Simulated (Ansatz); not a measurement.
# What a change does: single-point calculation on MoSi₂

System: MoSi₂ (C2/m, 3 atoms in the cell).
Method of run 1: DFT PBE, scalar-relativistic, plane waves, PAW, PAW set soft_1, no spin polarisation (Ansatz 0.2.0).

The structure derives from an entry of the Crystallography Open Database. Text and figures count atoms from 1; the logs count them from 0 in places.

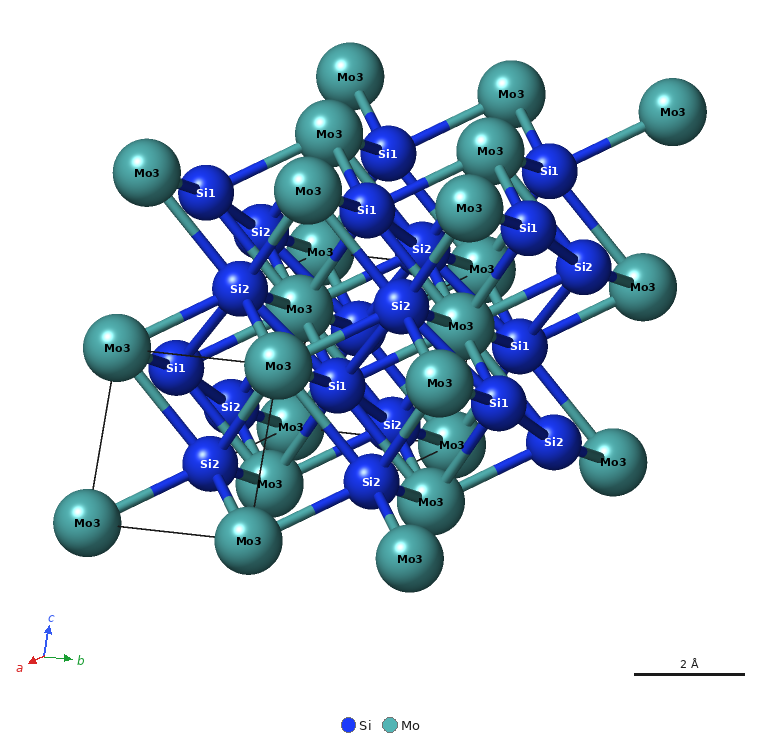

The structure (ball-and-stick view of the cell 2 times as large as that of the calculation, set on its symmetry axes, repeated 1 × 2 × 2, seen slightly off an axis; atoms are numbered from 1 in the order of the input). An atom can appear more than once, as a periodic image.

**The input, run 1**
```yaml
crystal:
  lattice:
    - [-1.6298787326, 1.6298787326, 3.9366136217]
    - [1.6298787326, -1.6298787326, 3.9366136217]
    - [1.6298787326, 1.6298787326, -3.9366136217]
  atoms:
    - { symbol: Si, position: [0.3350971189, 0.2981058086, -0.0369913103] }
    - { symbol: Si, position: [0.6649028811, 0.7018941914, 0.0369913103] }
    - { symbol: Mo, position: [0.0, 0.0, 0.0] }
basis:
  ecutwfc: 420
kpoints:
  mp_grid: { grid: [18, 18, 18] }
hamiltonian:
  xc: pbe
  pseudopotentials: { kind: paw, azcp: { folder: soft_1 } }
scf:
  occupations: { method: gaussian, width: 0.15 }
output:
  forces: true
  stress: true
  eigenvalues: true
```

Command:
```bash
ansatz run input.yaml --threads 2 --pin off --max-ram 4096MiB --backend cpu --events-out ev --progress --plain --runs-dir out
```

Hardware: 2 threads of Arm Neoverse V2, 24 GiB of memory available, shared host.

**Output, shortened to warnings, some set-up lines, iterations and results (run 1)**
```
Basis set: ecut = 420 eV, 833 PW (Γ), exchange–correlation on 64×64×64 points (8 copies of the dense FFT grid, shifted against one another)
Symmetry: 4 space group operations
k-points: 1550 of 5832
Initial density: superposition of atomic densities (chi_scale 0.1, normalization cell, long waves kept (reshape's long-wave potential 0.00 eV rms))
[...]
SCF iter   1: F=—  HF=-6230.298436 eV  |F-HF|=—  |Δ(HF+E_count)|=         —  Δρ=9.36e-2  dr2=5.79e0  ethr=3.10e-3  ⟨swp⟩=5.4  Hψ=134260  notcnv=0
SCF iter   2: F=—  HF=-6229.054016 eV  |F-HF|=—  |Δ(HF+E_count)|=    1.24e0  Δρ=3.01e-2  dr2=2.76e-1  ethr=3.10e-3  ⟨swp⟩=2.6  Hψ=58807  notcnv=0  defer=4
SCF iter   3: F=—  HF=-6229.015733 eV  |F-HF|=—  |Δ(HF+E_count)|=   3.83e-2  Δρ=1.53e-2  dr2=7.27e-2  ethr=1.25e-3  ⟨swp⟩=2.5  Hψ=32947  notcnv=0  defer=4
SCF iter   4: F=—  HF=-6229.003505 eV  |F-HF|=—  |Δ(HF+E_count)|=   1.22e-2  Δρ=2.57e-3  dr2=2.92e-3  ethr=3.31e-4  ⟨swp⟩=2.8  Hψ=35595  notcnv=0  defer=4
SCF iter   5: F=—  HF=-6229.002806 eV  |F-HF|=—  |Δ(HF+E_count)|=   7.00e-4  Δρ=3.26e-4  dr2=7.91e-5  ethr=1.33e-5  ⟨swp⟩=2.9  Hψ=38517  notcnv=0  defer=4
SCF iter   6: F=—  HF=-6229.002803 eV  |F-HF|=—  |Δ(HF+E_count)|=   2.92e-6  Δρ=3.40e-5  dr2=5.65e-7  ethr=3.59e-7  ⟨swp⟩=2.2  Hψ=29868  notcnv=0  defer=4
SCF iter   7: F=-6229.002803 eV  HF=-6229.002803 eV  |F-HF|=7.31e-9  |Δ(HF+E_count)|=   6.28e-8  Δρ=6.53e-6  dr2=1.96e-8  ethr=4.55e-10  ⟨swp⟩=5.9  Hψ=113547  notcnv=0
SCF 1 converged in 7 iterations: F = -6229.002803 eV  dr2 = 1.96e-8
SCF converged after 7 iterations
Free energy (F): -6229.002803 eV
Harris-Foulkes:  -6229.002803 eV  (|F-HF|=7.31e-9)
Internal energy: -6228.999998 eV  (E = F + TS)
E sigma→0 (E₀):  -6229.001400 eV
Entropy (-TS):   -0.002805 eV (-0.935 meV/atom)
Fermi energy:    15.224904 eV
--- Per-component energies (eV) ---
  E_band       = -61.646618
  E_kinetic    = 509.105883
  E_local      = -1157.304946  (includes V_loc(G=0)·N_el)
  E_nonlocal   = 192.284359
  E_hartree    = 438.224180
  E_xc         = -292.116887
  E_vxc        = -319.378801  (∫ρ·V_xc dr)
  E_paw        = -4234.865011  (= ΣΔE_a)
  E_vpaw       = -162.798966  (= ΣTr[D̂ρ^β])
  E_aug_tail   = 0.000120  (compensation charges beyond the density's cutoff)
  E_ewald      = -1684.327695
  E_smearing   = -0.002805  (= −TS)
  E_closure    = 0.000000  (closes the sum)
  Σ components = -6229.002803   (vs F -6229.002803, Δ=0.00e0)
--- Forces (eV/Å), atoms counted from 1 ---
  atom   1  Si     1.14313277     0.00000000     0.14711872
  atom   2  Si    -1.14313277     0.00000000    -0.14711872
  atom   3  Mo     0.00000000     0.00000000     0.00000000
  max |Σ_I F_I| component: 1.10e-29 eV/Å
--- Stress (GPa, compression-positive) ---
       -5.170405       0.000000      -1.147545
        0.000000      -3.618972      -0.000000
       -1.147544      -0.000000      -0.880743
  P = ⅓ Tr σ = -3.2234 GPa (-32.234 kbar)
```

The input of run 2 differs as follows (lines with − go, lines with + come):
```diff
-    - { symbol: Si, position: [0.3350971189, 0.2981058086, -0.0369913103] }
-    - { symbol: Si, position: [0.6649028811, 0.7018941914, 0.0369913103] }
+    - { symbol: Si, position: [0.3350971189, 0.3350971189, 0.0] }
+    - { symbol: Si, position: [0.6649028811, 0.6649028811, 0.0] }
-basis:
-  ecutwfc: 420
+  mixing: { preconditioner: ldos }
```

How does run 2 compare with run 1?

With the same functional and potentials, run 2 lies 45.8 meV per atom lower (other lines of the input change too). The pressure goes from −3.22 to −4.92 GPa. The largest force goes from 1.153 to 0.044 eV/Å. The SCF takes 8 iterations against 7. The irreducible k-points go from 1550 to 480. On the same kind of shared host run 2 took about 0.35 times as long.

**Output, shortened to warnings, some set-up lines, iterations and results (run 2)**
```
Basis set: ecut = 420 eV, 833 PW (Γ), exchange–correlation on 64×64×64 points (8 copies of the dense FFT grid, shifted against one another)
Symmetry: 16 space group operations
k-points: 480 of 5832
Initial density: superposition of atomic densities (chi_scale 0.1, normalization cell, long waves kept (reshape's long-wave potential 0.00 eV rms))
[...]
SCF iter   1: F=—  HF=-6230.426741 eV  |F-HF|=—  |Δ(HF+E_count)|=         —  Δρ=9.32e-2  dr2=5.75e0  ethr=3.10e-3  ⟨swp⟩=5.3  Hψ=41276  notcnv=0
SCF iter   2: F=—  HF=-6231.049797 eV  |F-HF|=—  |Δ(HF+E_count)|=   6.23e-1  Δρ=1.15e-1  dr2=1.04e1  ethr=3.10e-3  ⟨swp⟩=3.9  Hψ=22303  notcnv=0  defer=6
SCF iter   3: F=—  HF=-6229.149980 eV  |F-HF|=—  |Δ(HF+E_count)|=    1.90e0  Δρ=1.18e-2  dr2=5.54e-2  ethr=3.10e-3  ⟨swp⟩=3.0  Hψ=19509  notcnv=0  defer=1
SCF iter   4: F=—  HF=-6229.141262 eV  |F-HF|=—  |Δ(HF+E_count)|=   8.72e-3  Δρ=2.45e-3  dr2=5.41e-3  ethr=2.52e-4  ⟨swp⟩=2.0  Hψ=13961  notcnv=0
SCF iter   5: F=—  HF=-6229.140200 eV  |F-HF|=—  |Δ(HF+E_count)|=   1.06e-3  Δρ=9.66e-4  dr2=5.27e-4  ethr=2.46e-5  ⟨swp⟩=2.4  Hψ=10065  notcnv=0
SCF iter   6: F=—  HF=-6229.140094 eV  |F-HF|=—  |Δ(HF+E_count)|=   1.06e-4  Δρ=2.08e-4  dr2=2.75e-5  ethr=2.40e-6  ⟨swp⟩=2.9  Hψ=12484  notcnv=0
SCF iter   7: F=—  HF=-6229.140100 eV  |F-HF|=—  |Δ(HF+E_count)|=   5.77e-6  Δρ=2.72e-5  dr2=3.64e-7  ethr=1.25e-7  ⟨swp⟩=2.4  Hψ=10114  notcnv=0
SCF iter   8: F=-6229.140099 eV  HF=-6229.140099 eV  |F-HF|=6.55e-11  |Δ(HF+E_count)|=   5.08e-8  Δρ=1.48e-6  dr2=4.32e-10  ethr=4.55e-10  ⟨swp⟩=5.1  Hψ=32919  notcnv=0
SCF 1 converged in 8 iterations: F = -6229.140099 eV  dr2 = 4.32e-10
SCF converged after 8 iterations
Free energy (F): -6229.140099 eV
Harris-Foulkes:  -6229.140099 eV  (|F-HF|=6.55e-11)
Internal energy: -6229.137428 eV  (E = F + TS)
E sigma→0 (E₀):  -6229.138764 eV
Entropy (-TS):   -0.002671 eV (-0.890 meV/atom)
Fermi energy:    15.198152 eV
--- Per-component energies (eV) ---
  E_band       = -61.333132
  E_kinetic    = 508.607276
  E_local      = -1154.535548  (includes V_loc(G=0)·N_el)
  E_nonlocal   = 192.024260
  E_hartree    = 437.242757
  E_xc         = -291.962548
  E_vxc        = -319.186806  (∫ρ·V_xc dr)
  E_paw        = -4234.799207  (= ΣΔE_a)
  E_vpaw       = -162.728580  (= ΣTr[D̂ρ^β])
  E_aug_tail   = 0.000107  (compensation charges beyond the density's cutoff)
  E_ewald      = -1685.714524
  E_smearing   = -0.002671  (= −TS)
  E_closure    = 0.000000  (closes the sum)
  Σ components = -6229.140099   (vs F -6229.140099, Δ=0.00e0)
--- Forces (eV/Å), atoms counted from 1 ---
  atom   1  Si     0.00000000     0.00000000     0.04447340
  atom   2  Si    -0.00000000     0.00000000    -0.04447340
  atom   3  Mo     0.00000000    -0.00000000    -0.00000000
  max |Σ_I F_I| component: 1.39e-17 eV/Å
--- Stress (GPa, compression-positive) ---
       -6.281151       0.000000       0.000000
        0.000000      -6.281151       0.000000
        0.000000       0.000000      -2.197295
  P = ⅓ Tr σ = -4.9199 GPa (-49.199 kbar)
```

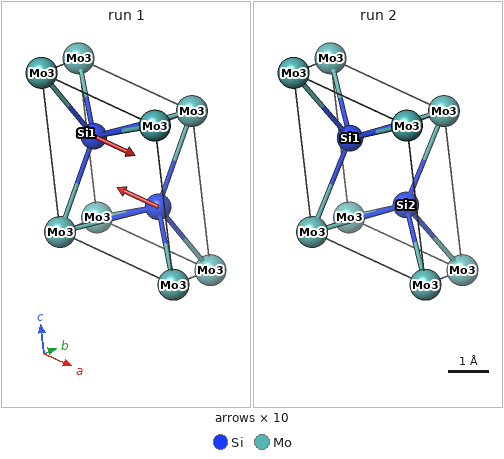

The two input geometries at one scale (ball-and-stick view of the reduced cell, seen slightly off an axis). The red arrows on the first give the shifts of the atoms relative to the cell, magnified 10 times. The largest moves, 0.12 Å, are those of Si1 and Si2. Mo stays in place. The cell stays as it was. Among the contacts that change: Si1–Si2 2.526 → 2.666 Å, Si1–Mo3 2.721 → 2.645 Å.

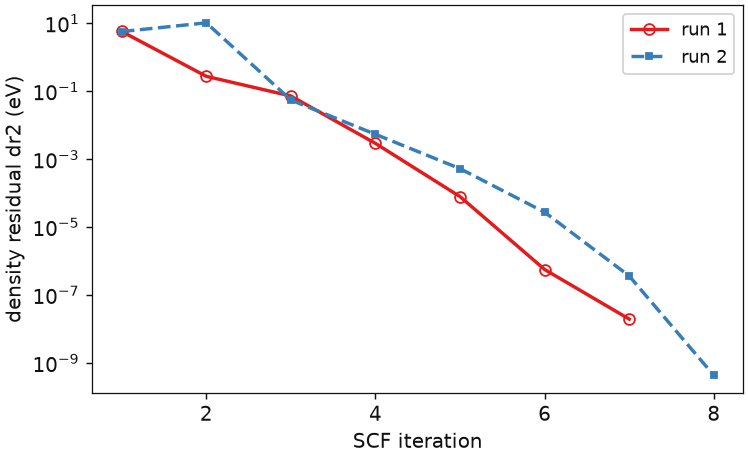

Convergence of the two runs: density residual dr2 against the SCF iteration. Run 1 takes 7 iterations in all, and run 2 takes 8.

**The two runs side by side**

| quantity | run 1 | run 2 |
| --- | --- | --- |
| outcome | converged | converged |
| free energy per atom (eV) | −2076.3343 | −2076.3800 |
| energy per atom, smearing taken to zero (eV) | −2076.3338 | −2076.3796 |
| gap on the mesh (eV) | 0.00 | 0.00 |
| pressure (GPa) | −3.22 | −4.92 |
| largest force (eV/Å) | 1.153 | 0.044 |
| SCF iterations | 7 | 8 |
| irreducible k-points | 1550 | 480 |
| plane waves at Γ | 833 | 833 |
| wall time (shared host) | 24 s | 8.3 s |
